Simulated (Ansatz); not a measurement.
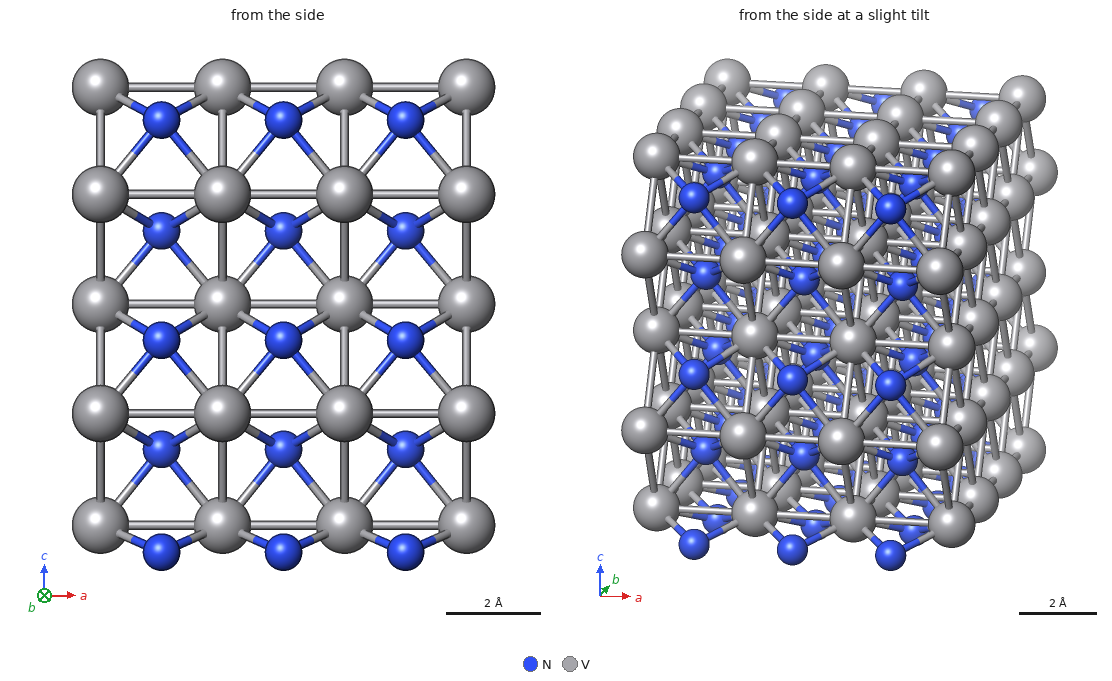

A ball-and-stick picture of a periodic slab, seen from the side and from the side at a slight tilt. The surface normal points up in side views; the vacuum is left out. 3×4 cells are drawn in the plane, with atoms at the edges repeated.

The cell holds 5 V, 5 N. The slab was cut from bulk VN (P-6m2).

What do the upper and lower surfaces expose?

The top face ends in V, the bottom face in N. The faces differ, so the slab can carry a dipole.

Estimate the thickness.

About 10 Å from the lowest to the highest atom.

Give the Miller indices of the face.

(1 0 0).

Calculation details: DFT PBEsol, scalar-relativistic, plane waves, PAW in Ansatz 0.2.0; a kinetic-energy cutoff of 420 eV, k-grid 13×13×1, Gaussian smearing of 0.1 eV, no spin polarisation.

What work functions does the calculation give?

5.07 eV at the top and 6.04 eV at the bottom.

The structure was taken from a structure listed in the Materials Project, from which a slab was cut. The atoms were relaxed in a fixed cell with DFT PBEsol, scalar-relativistic, plane waves, PAW (Ansatz 0.2.0).
